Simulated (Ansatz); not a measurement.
## Run report: Al32As32, single-point calculation

- system: Al32As32 (64 atoms in the cell)
- method: DFT, r2SCAN, PAW, plane waves (Ansatz 0.2.0)

The structure was built on a prototype by a generator.

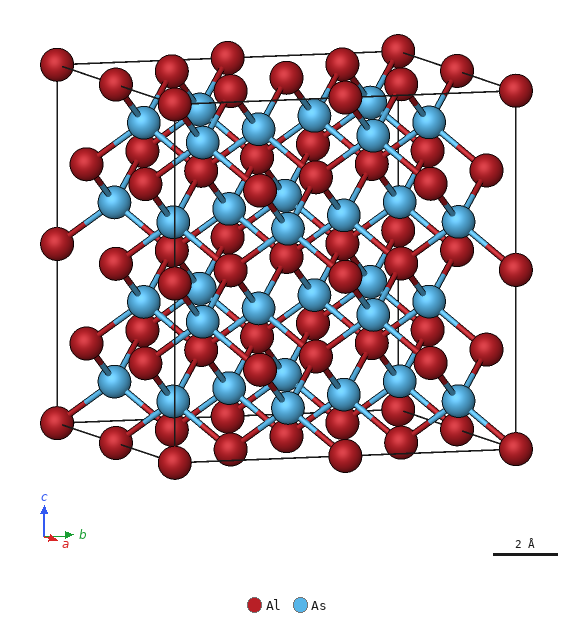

The structure (ball-and-stick view of the cell of the calculation, seen slightly off an axis). Near neighbours in the crystal (not all of them lie inside the picture): Al has 4 As at 2.46 Å; As has 4 Al at 2.46 Å.

### Results in brief

```json
{"quantity": "outcome", "value": "converged"}
{"quantity": "space group (tolerance 0.01 Å)", "value": "F-43m (216)"}
{"quantity": "electrons treated", "value": "576"}
{"quantity": "free energy", "value": "−172996.3084 eV"}
{"quantity": "Fermi energy", "value": "7.007 eV"}
{"quantity": "largest force (length of the vector)", "value": "under 0.001 eV/Å"}
{"quantity": "hardware", "value": "7 CPU threads, shared host"}
{"quantity": "wall time", "value": "32 s (CPU time 3.4 min)"}
{"quantity": "peak memory", "value": "5.7 GiB"}
```

### Remarks

The k-point mesh is coarse for a cell of this size, so the results may not be converged.

### Input
```yaml
crystal:
  lattice:
    - [11.348197, 0.000000, 0.000000]
    - [0.000000, 11.348197, 0.000000]
    - [0.000000, 0.000000, 11.348197]
  atoms:
    - { symbol: Al, position: [0.000000, 0.000000, 0.000000] }
    - { symbol: Al, position: [0.000000, 0.000000, 0.500000] }
    - { symbol: Al, position: [0.000000, 0.500000, 0.000000] }
    - { symbol: Al, position: [0.000000, 0.500000, 0.500000] }
    - { symbol: Al, position: [0.500000, 0.000000, 0.000000] }
    - { symbol: Al, position: [0.500000, 0.000000, 0.500000] }
    - { symbol: Al, position: [0.500000, 0.500000, 0.000000] }
    - { symbol: Al, position: [0.500000, 0.500000, 0.500000] }
    - { symbol: Al, position: [0.250000, 0.250000, 0.000000] }
    - { symbol: Al, position: [0.250000, 0.250000, 0.500000] }
    - { symbol: Al, position: [0.250000, 0.750000, 0.000000] }
    - { symbol: Al, position: [0.250000, 0.750000, 0.500000] }
    - { symbol: Al, position: [0.750000, 0.250000, 0.000000] }
    - { symbol: Al, position: [0.750000, 0.250000, 0.500000] }
    - { symbol: Al, position: [0.750000, 0.750000, 0.000000] }
    - { symbol: Al, position: [0.750000, 0.750000, 0.500000] }
    - { symbol: Al, position: [0.250000, 0.000000, 0.250000] }
    - { symbol: Al, position: [0.250000, 0.000000, 0.750000] }
    - { symbol: Al, position: [0.250000, 0.500000, 0.250000] }
    - { symbol: Al, position: [0.250000, 0.500000, 0.750000] }
    - { symbol: Al, position: [0.750000, 0.000000, 0.250000] }
    - { symbol: Al, position: [0.750000, 0.000000, 0.750000] }
    - { symbol: Al, position: [0.750000, 0.500000, 0.250000] }
    - { symbol: Al, position: [0.750000, 0.500000, 0.750000] }
    - { symbol: Al, position: [0.000000, 0.250000, 0.250000] }
    - { symbol: Al, position: [0.000000, 0.250000, 0.750000] }
    - { symbol: Al, position: [0.000000, 0.750000, 0.250000] }
    - { symbol: Al, position: [0.000000, 0.750000, 0.750000] }
    - { symbol: Al, position: [0.500000, 0.250000, 0.250000] }
    - { symbol: Al, position: [0.500000, 0.250000, 0.750000] }
    - { symbol: Al, position: [0.500000, 0.750000, 0.250000] }
    - { symbol: Al, position: [0.500000, 0.750000, 0.750000] }
    - { symbol: As, position: [0.125000, 0.125000, 0.125000] }
    - { symbol: As, position: [0.125000, 0.125000, 0.625000] }
    - { symbol: As, position: [0.125000, 0.625000, 0.125000] }
    - { symbol: As, position: [0.125000, 0.625000, 0.625000] }
    - { symbol: As, position: [0.625000, 0.125000, 0.125000] }
    - { symbol: As, position: [0.625000, 0.125000, 0.625000] }
    - { symbol: As, position: [0.625000, 0.625000, 0.125000] }
    - { symbol: As, position: [0.625000, 0.625000, 0.625000] }
    - { symbol: As, position: [0.375000, 0.375000, 0.125000] }
    - { symbol: As, position: [0.375000, 0.375000, 0.625000] }
    - { symbol: As, position: [0.375000, 0.875000, 0.125000] }
    - { symbol: As, position: [0.375000, 0.875000, 0.625000] }
    - { symbol: As, position: [0.875000, 0.375000, 0.125000] }
    - { symbol: As, position: [0.875000, 0.375000, 0.625000] }
    - { symbol: As, position: [0.875000, 0.875000, 0.125000] }
    - { symbol: As, position: [0.875000, 0.875000, 0.625000] }
    - { symbol: As, position: [0.375000, 0.125000, 0.375000] }
    - { symbol: As, position: [0.375000, 0.125000, 0.875000] }
    - { symbol: As, position: [0.375000, 0.625000, 0.375000] }
    - { symbol: As, position: [0.375000, 0.625000, 0.875000] }
    - { symbol: As, position: [0.875000, 0.125000, 0.375000] }
    - { symbol: As, position: [0.875000, 0.125000, 0.875000] }
    - { symbol: As, position: [0.875000, 0.625000, 0.375000] }
    - { symbol: As, position: [0.875000, 0.625000, 0.875000] }
    - { symbol: As, position: [0.125000, 0.375000, 0.375000] }
    - { symbol: As, position: [0.125000, 0.375000, 0.875000] }
    - { symbol: As, position: [0.125000, 0.875000, 0.375000] }
    - { symbol: As, position: [0.125000, 0.875000, 0.875000] }
    - { symbol: As, position: [0.625000, 0.375000, 0.375000] }
    - { symbol: As, position: [0.625000, 0.375000, 0.875000] }
    - { symbol: As, position: [0.625000, 0.875000, 0.375000] }
    - { symbol: As, position: [0.625000, 0.875000, 0.875000] }
kpoints:
  mp_grid: { grid: [1, 1, 1] }
hamiltonian:
  xc: r2scan
scf:
  occupations: { method: fermi_dirac, width: 0.01 }
output:
  forces: true
  eigenvalues: true
  populations: true
  eigenstates: { kpoints: [[0, 0, 0]], e_range: [-6.0, 6.0], localisation: true }
```

### Output
```
Pseudopotentials: kind: paw
Functional definition: r2SCAN
  parameter k0 = 0.174
  parameter k1 = 0.065
  parameter a1 = 4.9479
  exchange = r2scan_x(k0 = k0, k1 = k1, a1 = a1)
  correlation = r2scan_c
Crystal: 64 atoms, lattice volume = 1461.439 Å³
Basis set: ecut = 500 eV, 37193 PW (Γ), exchange–correlation on 360×360×360 points (64 copies of the dense FFT grid, shifted against one another)
Bands: 352, of which v1, the nominal top of the filled ones, is band 288 counted from 1 (287 counted from 0)
Symmetry: 768 space group operations
Space group: F-43m (ITA 216), of the structure as read, at distance tolerance 1.1e-4 Å
k-points: 1
Non-local potential: Al, projectors of the file, l = 0: 2, l = 1: 2, l = 2: 1
Non-local potential: As, projectors of the file, l = 0: 2, l = 1: 2, l = 2: 3, l = 3: 1
PAW form: soft (Blöchl's): semilocal exchange-correlation on the pseudo side does not see the compensation charge
PAW frozen core: Al, regenerated for the run's functional (the file was generated under x = pbe(κ = 0.804, μ = 0.2195149727645171), c = pbe(β = 0.06672455060314922))
PAW frozen core: As, regenerated for the run's functional (the file was generated under x = pbe(κ = 0.804, μ = 0.2195149727645171), c = pbe(β = 0.06672455060314922))
PAW one-centre angular grid: Al, 302 points (default); XC on 160 Gauss nodes
PAW one-centre angular grid: As, 590 points (default); XC on 160 Gauss nodes
Initial density: superposition of atomic densities (neutral atoms: chi_scale 0, normalization atom), corrected by the library's trained network
Initial wavefunctions: pseudopotential atomic-orbital guess
Functional: x = r2scan, c = r2scan; τ floored in thin density (d = 2e-4 eV/Å³)
SCF iter   1: F=—  HF=-172995.595702 eV  |F-HF|=—  |Δ(HF+E_count)|=         —  Δρ=4.41e-3  dr2=5.49e-1  dr2_τ=3.10e-1  ethr=1.77e-3  ⟨swp⟩=6.0  Hψ=1255  notcnv=0  defer=25
preconditioner: auto → Resta (q_TF=auto, 2.336 Å⁻¹)  ε∞=3.9  [insulator: Δε(μ)=1.807 eV  Ē_g=9.079 eV  σ=0.010 eV  W_gap=1.00  n_scr=304 (ndim 8)  ℏωp=15.5 eV  f_vac=0.006  D(μ)=0.00/eV (n_scr^D=0)  ε∞_Penn≈3.9]
SCF iter   2: F=—  HF=-172996.330017 eV  |F-HF|=—  |Δ(HF+E_count)|=   7.34e-1  Δρ=2.67e-3  dr2=1.56e-1  dr2_τ=1.21e-3  ethr=9.53e-5  ⟨swp⟩=3.0  Hψ=708  notcnv=0  defer=56
SCF iter   3: F=—  HF=-172996.309360 eV  |F-HF|=—  |Δ(HF+E_count)|=   2.07e-2  Δρ=1.18e-3  dr2=2.65e-2  dr2_τ=3.26e-4  ethr=2.71e-5  ⟨swp⟩=2.0  Hψ=396  notcnv=0  defer=56
SCF iter   4: F=—  HF=-172996.307337 eV  |F-HF|=—  |Δ(HF+E_count)|=   2.02e-3  Δρ=3.05e-4  dr2=7.91e-4  dr2_τ=2.54e-5  ethr=4.61e-6  ⟨swp⟩=2.0  Hψ=431  notcnv=0  defer=56
SCF iter   5: F=—  HF=-172996.307663 eV  |F-HF|=—  |Δ(HF+E_count)|=   3.26e-4  Δρ=5.63e-5  dr2=5.99e-5  dr2_τ=3.10e-7  ethr=1.37e-7  ⟨swp⟩=2.0  Hψ=389  notcnv=0  defer=56
SCF iter   6: F=—  HF=-172996.308358 eV  |F-HF|=—  |Δ(HF+E_count)|=   6.96e-4  Δρ=8.78e-6  dr2=1.57e-6  dr2_τ=1.04e-8  ethr=1.04e-8  ⟨swp⟩=2.0  Hψ=584  notcnv=0  defer=56
SCF iter   7: F=-172996.308359 eV  HF=-172996.308359 eV  |F-HF|=2.54e-8  |Δ(HF+E_count)|=   3.76e-7  Δρ=1.93e-6  dr2=7.42e-8  dr2_τ=4.65e-10  ethr=1.74e-11  ⟨swp⟩=21.0  Hψ=1848  notcnv=0
SCF 1 converged in 7 iterations: F = -172996.308359 eV  dr2 = 7.42e-8
  greatest PAW one-centre occupation: 0.999 electrons in one spin orbital (limit 2), on the As atom at site 63 (counted from 0), in its partial waves of l = 2
NSCF: frozen V_eff on 1 k-points
SCF converged after 7 iterations
Free energy (F): -172996.308359 eV
Harris-Foulkes:  -172996.308359 eV  (|F-HF|=2.54e-8)
Internal energy: -172996.308359 eV  (E = F + TS)
E sigma→0 (E₀):  -172996.308359 eV
Fermi energy:    7.007245 eV
--- Per-component energies (eV) ---
  E_band       = -8868.357790
  E_kinetic    = 4074.071358
  E_local      = -67919.699934  (includes V_loc(G=0)·N_el)
  E_nonlocal   = -21128.184091
  E_hartree    = 36365.107543
  E_xc         = -3562.700731
  E_vxc        = -3705.959935  (∫ρ·V_xc dr)
  E_paw        = -74282.811714  (= ΣΔE_a)
  E_vpaw       = 6904.144943  (= ΣTr[D̂ρ^β])
  E_aug_tail   = -0.000223  (compensation charges beyond the density's cutoff)
  E_vtau       = 177.055410  (kinetic-family band-sum trace: ∫τ·v_τ [+ j·A + Jᵃ·Aᵃ] dr)
  E_ewald      = -46493.530061
  E_core_change = -48.560505  (= ΣΔE_core)
  E_smearing   = -0.000000  (= −TS)
  E_closure    = -0.000000  (closes the sum)
  Σ components = -172996.308359   (vs F -172996.308359, Δ=0.00e0)
--- Forces (eV/Å), atoms counted from 1 ---
  atom   1  Al    -0.00000000     0.00000000    -0.00000000
  atom   2  Al    -0.00000000     0.00000000    -0.00000000
  atom   3  Al    -0.00000000    -0.00000000     0.00000000
  atom   4  Al    -0.00000000    -0.00000000    -0.00000000
  atom   5  Al     0.00000000     0.00000000     0.00000000
  atom   6  Al     0.00000000     0.00000000     0.00000000
  atom   7  Al     0.00000000     0.00000000     0.00000000
  atom   8  Al     0.00000000     0.00000000     0.00000000
  atom   9  Al    -0.00000000    -0.00000000    -0.00000000
  atom  10  Al    -0.00000000    -0.00000000     0.00000000
  atom  11  Al    -0.00000000    -0.00000000     0.00000000
  atom  12  Al    -0.00000000    -0.00000000     0.00000000
  atom  13  Al     0.00000000     0.00000000    -0.00000000
  atom  14  Al     0.00000000     0.00000000    -0.00000000
  atom  15  Al     0.00000000     0.00000000     0.00000000
  atom  16  Al     0.00000000     0.00000000    -0.00000000
  atom  17  Al    -0.00000000    -0.00000000    -0.00000000
  atom  18  Al    -0.00000000    -0.00000000     0.00000000
  atom  19  Al    -0.00000000    -0.00000000     0.00000000
  atom  20  Al    -0.00000000    -0.00000000    -0.00000000
  atom  21  Al     0.00000000     0.00000000     0.00000000
  atom  22  Al     0.00000000     0.00000000     0.00000000
  atom  23  Al     0.00000000     0.00000000    -0.00000000
  atom  24  Al     0.00000000     0.00000000    -0.00000000
  atom  25  Al    -0.00000000    -0.00000000    -0.00000000
  atom  26  Al    -0.00000000     0.00000000     0.00000000
  atom  27  Al    -0.00000000    -0.00000000     0.00000000
  atom  28  Al    -0.00000000    -0.00000000     0.00000000
  atom  29  Al     0.00000000     0.00000000     0.00000000
  atom  30  Al     0.00000000     0.00000000     0.00000000
  atom  31  Al     0.00000000     0.00000000    -0.00000000
  atom  32  Al     0.00000000     0.00000000    -0.00000000
  atom  33  As     0.00000000     0.00000000     0.00000000
  atom  34  As     0.00000000     0.00000000     0.00000000
  atom  35  As     0.00000000     0.00000000     0.00000000
  atom  36  As     0.00000000     0.00000000    -0.00000000
  atom  37  As     0.00000000     0.00000000     0.00000000
  atom  38  As     0.00000000     0.00000000     0.00000000
  atom  39  As     0.00000000     0.00000000     0.00000000
  atom  40  As     0.00000000     0.00000000     0.00000000
  atom  41  As     0.00000000     0.00000000    -0.00000000
  atom  42  As     0.00000000    -0.00000000    -0.00000000
  atom  43  As     0.00000000    -0.00000000    -0.00000000
  atom  44  As     0.00000000    -0.00000000    -0.00000000
  atom  45  As     0.00000000     0.00000000     0.00000000
  atom  46  As     0.00000000     0.00000000    -0.00000000
  atom  47  As     0.00000000     0.00000000     0.00000000
  atom  48  As     0.00000000     0.00000000     0.00000000
  atom  49  As     0.00000000    -0.00000000    -0.00000000
  atom  50  As     0.00000000    -0.00000000    -0.00000000
  atom  51  As     0.00000000     0.00000000    -0.00000000
  atom  52  As     0.00000000     0.00000000    -0.00000000
  atom  53  As     0.00000000     0.00000000     0.00000000
  atom  54  As     0.00000000     0.00000000     0.00000000
  atom  55  As     0.00000000     0.00000000     0.00000000
  atom  56  As     0.00000000     0.00000000     0.00000000
  atom  57  As     0.00000000     0.00000000     0.00000000
  atom  58  As     0.00000000     0.00000000     0.00000000
  atom  59  As     0.00000000     0.00000000     0.00000000
  atom  60  As     0.00000000     0.00000000     0.00000000
  atom  61  As     0.00000000     0.00000000     0.00000000
  atom  62  As     0.00000000     0.00000000     0.00000000
  atom  63  As     0.00000000     0.00000000     0.00000000
  atom  64  As     0.00000000     0.00000000     0.00000000
  max |Σ_I F_I| component: 1.98e-23 eV/Å
--- Band table (eV) ---
  k-point 0: bands = ["-28.7950", "-28.7950", "-28.7950", "-28.7945", "-28.7945", "-28.7945", "-28.7945", "-28.7945", "-28.7945", "-28.7941", ... 142 levels left out ..., "-28.7805", "-28.7805", "-28.7805", "-28.7805", "-28.7805", "-28.7801", "-28.7801", "-28.7801", "-6.1605", "-5.3529", "-5.3529", "-5.3529", "-5.3529", "-5.3529", "-5.3529", "-4.7695", "-4.7695", "-4.7695", "-4.7695", "-4.7695", "-4.7695", "-4.7695", "-4.7695", "-4.7695", "-4.7695", "-4.7695", "-4.7695", "-4.6871", "-4.6871",
      "-4.6871", "-4.6871", "-4.1146", "-4.1146", "-4.1146", "-4.0823", "-4.0823", "-4.0823", "-4.0823", "-4.0823", "-4.0823", "0.4431", "0.4431", "0.4431", "0.4431", "0.5949", "0.5949", "0.5949", "0.9568", "0.9568", "0.9568", "0.9568", "0.9568", "0.9568", "1.5142", "1.5142", "1.5142", "1.5142", "1.5142", "1.5142", "1.5142", "1.5142", "1.5142", "1.5142", "1.5142", "1.5142", "2.8694", "2.8694", "2.8694", "2.8694",
      "2.8694", "2.8694", "2.9096", "2.9096", "2.9096", "2.9096", "2.9096", "2.9096", "3.2029", "3.2029", "3.2029", "3.2029", "3.2029", "3.2029", "3.2029", "3.2029", "3.2029", "3.2029", "3.2029", "3.2029", "3.2515", "3.2515", "3.2515", "3.2515", "3.2515", "3.2515", "3.8818", "3.8818", "3.8818", "3.8818", "3.8818", "3.8818", "4.7420", "4.7420", "4.7420", "4.7420", "4.7420", "4.7420", "4.7420", "4.7420",
      "4.7420", "4.7420", "4.7420", "4.7420", "5.1927", "5.1927", "5.1927", "5.1927", "5.1927", "5.1927", "5.1927", "5.1927", "5.1927", "5.1927", "5.1927", "5.1927", "5.2650", "5.2650", "5.2650", "5.2650", "5.2650", "5.2650", "5.2650", "5.2650", "6.1128", "6.1128", "6.1128", "7.9016", "7.9016", "7.9016", "8.7307", "8.7307", "8.7307", "8.7307", "8.7599", "8.7878", "8.7878", "8.7878", "9.0879", "9.0879",
      "9.0879", "9.0879", "9.0879", "9.0879", "9.9497", "9.9497", "9.9497", "9.9497", "9.9497", "9.9497", "9.9497", "9.9497", "9.9497", "9.9497", "9.9497", "9.9497", "10.3254", "10.3254", "10.3254", "10.3254", "10.3254", "10.3254", "10.8069", "10.8069", "10.8069", "10.8176", "10.8176", "10.8176", "10.8176", "10.8176", "10.8176", "11.2065", "11.2065", "11.2065", "11.2065", "11.2065", "11.2065", "11.2065", "11.2065", "12.2492",
      "12.2492", "12.2492", "12.2492", "12.2492", "12.2492", "12.3828", "12.3828", "12.3828", "12.3828", "12.3828", "12.3828"]
--- Löwdin populations: 64 sites ---
  site symbol       q [e]
     0     Al      2.5194
     1     Al      2.5194
     2     Al      2.5194
     3     Al      2.5194
     4     Al      2.5194
     5     Al      2.5194
     6     Al      2.5194
     7     Al      2.5194
     8     Al      2.5194
     9     Al      2.5194
    10     Al      2.5194
    11     Al      2.5194
    12     Al      2.5194
    13     Al      2.5194
    14     Al      2.5194
    15     Al      2.5194
    16     Al      2.5194
    17     Al      2.5194
    18     Al      2.5194
    19     Al      2.5194
    20     Al      2.5194
    21     Al      2.5194
    22     Al      2.5194
    23     Al      2.5194
    24     Al      2.5194
    25     Al      2.5194
    26     Al      2.5194
    27     Al      2.5194
    28     Al      2.5194
    29     Al      2.5194
    30     Al      2.5194
    31     Al      2.5194
    32     As     15.4256
    33     As     15.4256
    34     As     15.4256
    35     As     15.4256
    36     As     15.4256
    37     As     15.4256
    38     As     15.4256
    39     As     15.4256
    40     As     15.4256
    41     As     15.4256
    42     As     15.4256
    43     As     15.4256
    44     As     15.4256
    45     As     15.4256
    46     As     15.4256
    47     As     15.4256
    48     As     15.4256
    49     As     15.4256
    50     As     15.4256
    51     As     15.4256
    52     As     15.4256
    53     As     15.4256
    54     As     15.4256
    55     As     15.4256
    56     As     15.4256
    57     As     15.4256
    58     As     15.4256
    59     As     15.4256
    60     As     15.4256
    61     As     15.4256
    62     As     15.4256
    63     As     15.4256
  spilling = 0.003056 (of n_electrons = 576.000000)
```
